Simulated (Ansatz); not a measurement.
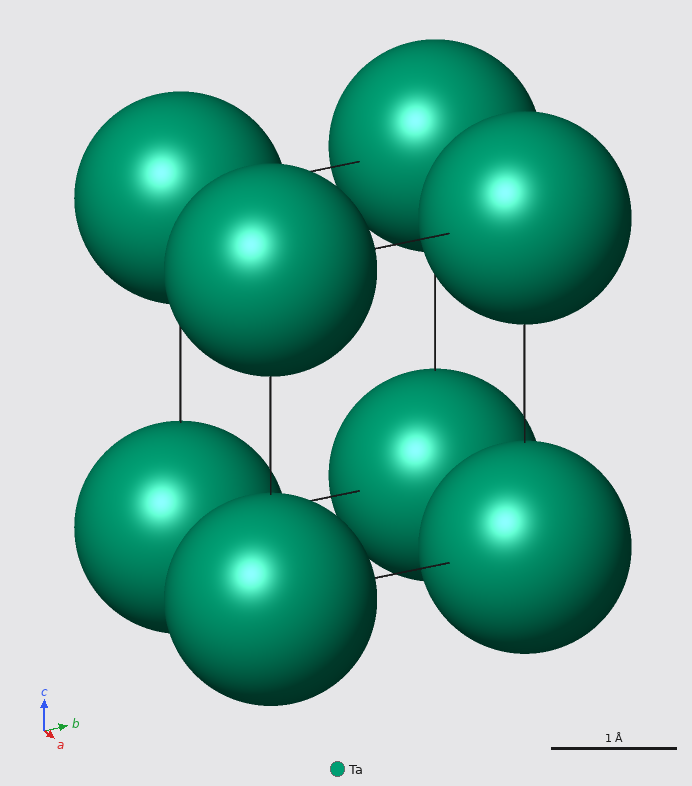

Crystal structure, spheres-only style, seen slightly off an axis. The conventional unit cell is outlined; an atom on or near a face, edge or corner is repeated at each equivalent position.

Edges and angles: a = 2.88 Å, b = 2.88 Å, c = 2.71 Å, α = 90.00°, β = 90.00°, γ = 120.00°.

**Determine the atoms per cell.**

1 (tantalum), counting shared atoms by their share.

**State the space group and its number.**

P6/mmm (No. 191), with Ta on 1a.

**Name the structure type.**

Simple hexagonal.

Provenance: a textbook structure type filled with this element (whether it is the usual form wasn't checked). It is drawn as it came out of a relaxation with Ansatz 0.2.0, DFT r2SCAN, scalar-relativistic, plane waves, PAW.
